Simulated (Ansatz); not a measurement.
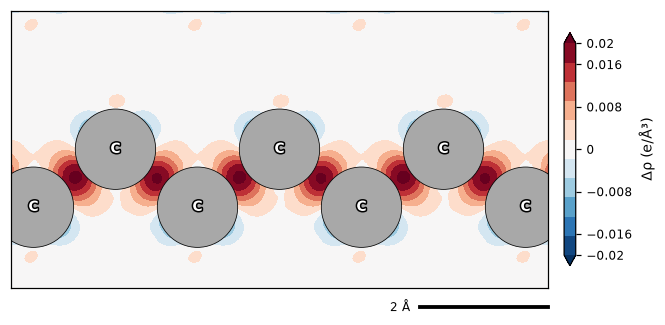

C. Difference of the valence pseudo-densities of two functionals at the same geometry, on the (11̄0) plane of the calculation cell: one of REVPBE and r2SCAN less the other.

Both computed with Ansatz (plane waves, PAW), on the same k-point mesh. Grey discs cover the atomic cores.

> Which was subtracted from which, and what does the map show?

It is r2SCAN less REVPBE. Against REVPBE, r2SCAN gives more density around C (+0.005 e/Å³ on average at 0.8 Å from the nucleus) and a change of +0.021 e/Å³ at the midpoint of C–C.
